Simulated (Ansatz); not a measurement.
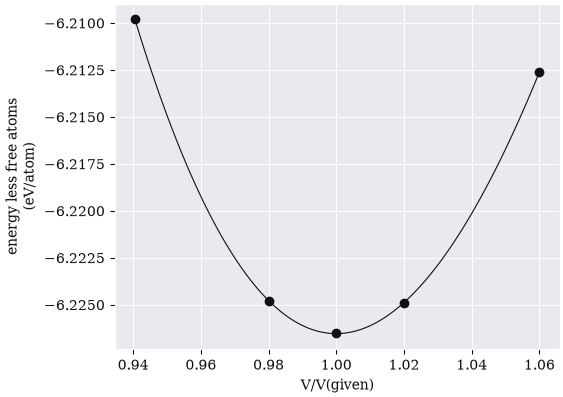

The picture above shows the energy less free atoms against V/V(given) for CaO, space group F-43m (No. 216) (cell built by us, not taken from a database).

Starting cell:
```
Ca O
1.0
     0.00000    2.62183    2.62183
     2.62183    0.00000    2.62183
     2.62183    2.62183    0.00000
Ca O
1 1
Direct
  0.00000 0.00000 0.00000
  0.25000 0.25000 0.25000
```

Calculation (Ansatz 0.2.0): periodic Kohn-Sham DFT of a crystal at fixed atoms, scaled to the stated factor times the given cell; pressure positive in compression, energy less spherical unpolarised free atoms. Level: PBE.

- method: all-electron LAPW
- relativity: scalar
- k mesh: 11×11×11
- occupations: Fermi–Dirac
- smearing width: 0.05 eV
- basis error target: 0.25 (meV/atom)
- nucleus: Gaussian

V(given) is 18.02 Å³/atom.

From this curve and the settings, what does the calculation give for the pressure at the same points?

The pressure falls from 5.279 GPa at V/V(given) 0.941 to −3.923 GPa at 1.060, and changes sign near 1.000.

| V/V(given) | pressure (GPa) |
| --- | --- |
| 0.941 | 5.279 |
| 0.980 | 1.599 |
| 1.000 | 0.001 |
| 1.020 | −1.443 |
| 1.060 | −3.923 |
